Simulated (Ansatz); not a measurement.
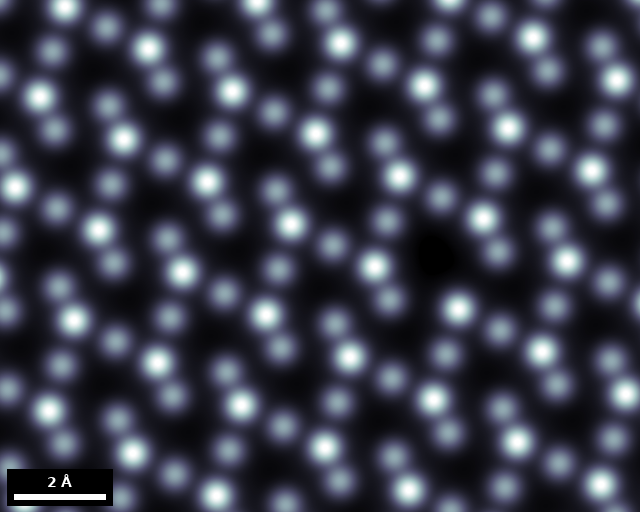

Dark-field STEM-like image of Co (Pm-3n, No. 223) along [211]. The image is simulated as a sum over atoms of Z^1.7, blurred by a 0.50 Å probe (no channelling). The probe carries 25 % of its weight in a tail 2.5 times as wide. The display is stretched by a gamma of 0.65; percentages refer to the linear signal.

The sample is 1 repeat (11.0 Å) thick. One point defect was put into the perfect crystal, without relaxing the atoms around it. Brightness is counted from the darkest point of the image. Host structure: a calculation's starting geometry; the starting structure was generated, so it need not be a known form of this composition.

Question: Where is the defect (in Å from the left and the top edge), and what does its contrast suggest?

Answer: At about 10 Å from the left and 6 Å from the top. The column has all but vanished there, which points to a vacancy or a much lighter atom. The column holds 1 atom (Co) through the sample, and one Co atom is missing, so its peak vanishes.
